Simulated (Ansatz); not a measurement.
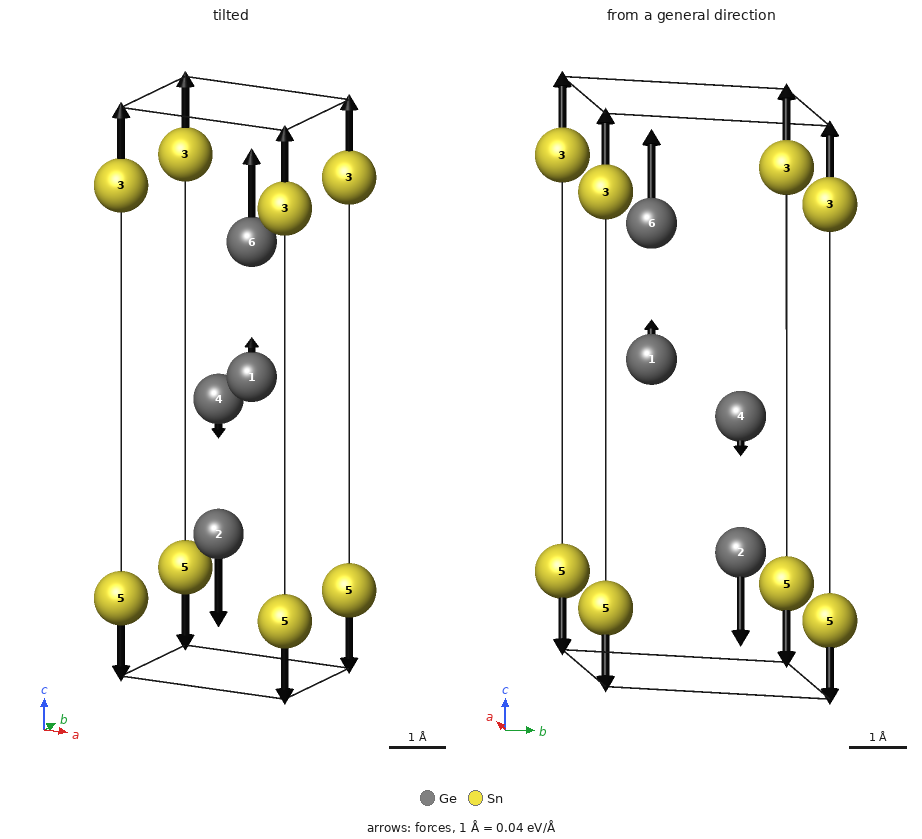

View slightly off an axis and from a general direction, drawn as a spheres-only model. The parallelepiped is the simulation cell. The arrows are the computed forces on the atoms.

System: SnGe$_{2}$. Electronic-structure method: Ansatz 0.2.0, DFT, PBE, plane waves, PAW. Parameters: a kinetic-energy cutoff of 420 eV, Brillouin-zone sampling on a 12×12×4 mesh, Fermi-Dirac smearing of 0.02 eV, no spin polarisation.

Is this an equilibrium geometry?

No. The atoms still feel forces of up to about 0.051 eV/Å, above a usual threshold of 0.01 to 0.03 eV/Å.

On which atom is the force largest?

Ge2 and Ge6, about 0.051 eV/Å.

The initial geometry was a structure type filled with these elements by a generator (whether the compound takes this form wasn't checked). Earlier steps of the study, as a rule a relaxation of our own, may have changed the cell and positions, so they can lie some per cent off the listed ones. An electronic-structure calculation with Ansatz was run on it.
